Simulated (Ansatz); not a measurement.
A periodic structure is given below.

```cif
data_structure
_symmetry_space_group_name_H-M 'P 1'
_symmetry_Int_Tables_number 1
_cell_length_a 2.4916
_cell_length_b 2.4916
_cell_length_c 8.0933
_cell_angle_alpha 90.000
_cell_angle_beta 90.000
_cell_angle_gamma 120.000
_cell_volume 43.51
loop_
_atom_site_label
_atom_site_type_symbol
_atom_site_fract_x
_atom_site_fract_y
_atom_site_fract_z
_atom_site_occupancy
Co1 Co 0.00000 0.00000 0.00000 1
Co2 Co 0.33333 0.66667 0.25000 1
Co3 Co 0.00000 0.00000 0.50000 1
Co4 Co 0.66667 0.33333 0.75000 1
```

Q: Describe what this structure looks like.

A: The element is cobalt. Space group: P6_3/mmc (No. 194). Lattice: primitive hexagonal. The prototype is double hexagonal close-packed (α-La type). The cell holds four atoms. Each Co atom is coordinated by twelve Co at 2.48 to 2.49 Å. The bonds build a three-dimensional framework.

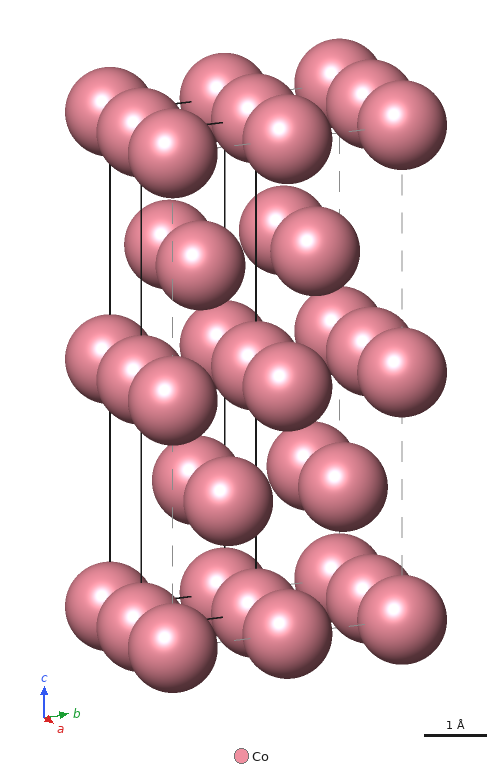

The crystal in a spheres-only representation, seen slightly off an axis. The picture spans 2×2×1 cells, one conventional unit cell being drawn with solid lines. Colours: cobalt pink.

The structure was taken from a structure listed in the Materials Project. Earlier steps of the study may have refined or changed the cell and positions. It went into a calculation with Ansatz.
